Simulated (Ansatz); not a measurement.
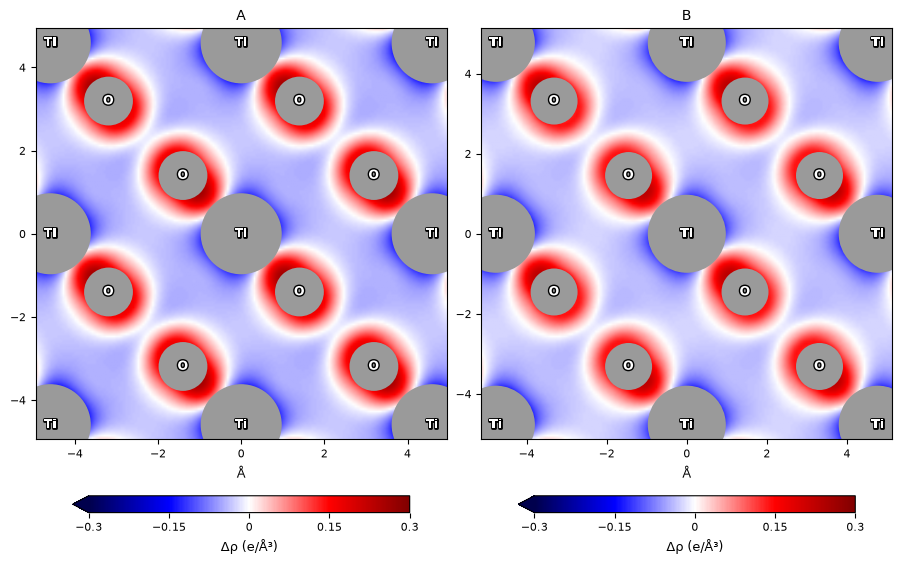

TiO2: deformation density on the (001) plane of the conventional cell at two volumes, with the same fractional coordinates and one colour scale. Grey discs cover the cores.

Space group P4_2/mnm. Effective Hubbard U: 4.0 eV on Ti d.

All numbers below come from Ansatz, DFT PBE+U, scalar-relativistic, plane waves, PAW.

Question: Which panel is the larger cell, by how much, and what changes?

Answer: B is the larger cell: B has 112 % of the volume of A.
The pressure is 9 GPa in A and −14 GPa in B.
Bader charges in A: Ti +2.41 and O −1.20 e; in B: Ti +2.40 and O −1.20 e.
The rearranged charge is 0.32 e an atom in A and 0.32 e in B.
The scaled cell isn't relaxed: forces reach 0.4 eV/Å.
